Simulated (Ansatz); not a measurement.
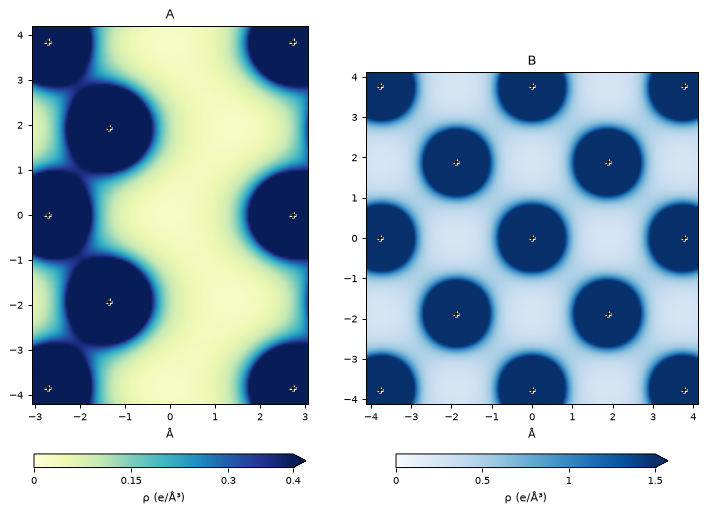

The valence charge density (pseudo) of 2 systems, each on a plane through atoms (crosses mark nuclei in the plane).

Method: Ansatz, DFT, RPBE, plane waves (420 eV) with PAW, scalar-relativistic.

System 1: Re, the (001) plane of the conventional cell. Space group Fm-3m; set up as Re, fcc; a generated structure, not necessarily the stable one; changed on purpose from its base cell (volume × 0.88); computed pressure about 60 GPa in this cell; computed without spin polarisation.

```cif
data_structure
_symmetry_space_group_name_H-M 'P 1'
_symmetry_Int_Tables_number 1
_cell_length_a 3.7654
_cell_length_b 3.7654
_cell_length_c 3.7654
_cell_angle_alpha 90.000
_cell_angle_beta 90.000
_cell_angle_gamma 90.000
_cell_volume 53.39
loop_
_atom_site_label
_atom_site_type_symbol
_atom_site_fract_x
_atom_site_fract_y
_atom_site_fract_z
_atom_site_occupancy
Re1 Re 0.00000 0.00000 0.00000 1
Re2 Re 0.50000 0.50000 0.00000 1
Re3 Re 0.50000 0.00000 0.50000 1
Re4 Re 0.00000 0.50000 0.50000 1
```

System 2: Cu, the (101) plane of the conventional cell. Space group Fd-3m; set up as Cu, diamond; a generated structure, not necessarily the stable one; changed on purpose from its base cell (volume × 1.0); computed without spin polarisation.

Match each panel to its system.

Answer. Panel A is system 2, Cu: the plane holds Cu. Cu–Cu (2.36 Å): the density is about 0.37 e/Å³ at the midpoint. Panel B is system 1, Re: the plane holds Re. Re–Re (2.66 Å): the density is about 0.49 e/Å³ at the midpoint.
